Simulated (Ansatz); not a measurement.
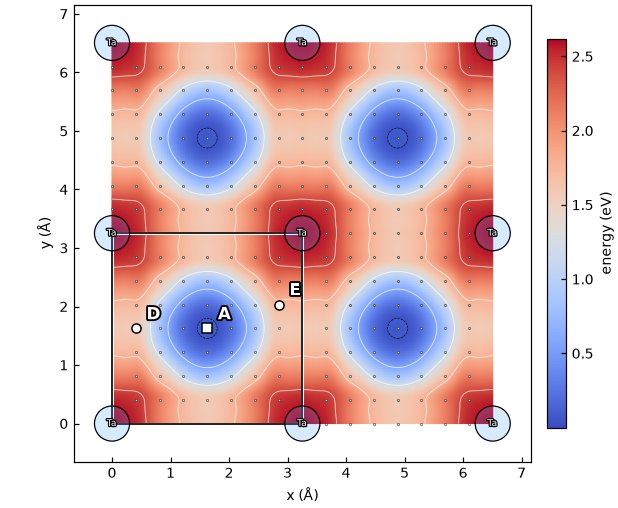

S on a Ta(100) slab cut from the Im-3m phase, its upper half relaxed before the scan (4 atoms of substrate and one adsorbate in a 1 × 1 cell). 
- S is moved over the surface cell; relaxed at each place: the height of the adsorbate's atoms and the top layer of the substrate; the origin of the map has the adsorbate above Ta4.
- Places are given modulo a cell vector. The map is drawn in real space over the plane of the surface.
- Grid: 8 × 8 points; 22 points were computed and 42 follow by symmetry.
- All energies are given in eV relative to the lowest grid point.
- With one adsorbate in each 1 × 1 cell, its nearest image is 3.3 Å away, so neighbouring adsorbates interact.
- Computed with Ansatz, DFT LDA, scalar-relativistic, plane waves, PAW. Settings: cutoff 420 eV, k-mesh 8×8×1, gaussian smearing 0.1 eV, no spin polarisation.

The picture shows a smooth colour map with a few white contour lines, dots at the grid points, labelled circles for the atoms of the top layer and small ones for the second layer, the outline of one cell of the 2 × 2 shown, lettered points. Between grid points the surface is interpolated.

Is D the lowest point of the computed grid?

Answer. No. D lies 1.59 eV above the lowest grid point, which is at a fourfold hollow over a second-layer Ta atom, (4/8, 4/8) of the cell vectors.

What kind of point is each of A, D: minimum, saddle, maximum or slope?

Answer. A: minimum; D: saddle point. (In these two coordinates alone; a stationary point may lie a little off the grid point.)

Rank the lettered points by energy, lowest first.

Answer. A (0.00 eV), D (1.59 eV), E (1.74 eV).

PAW datasets: the set soft_1.
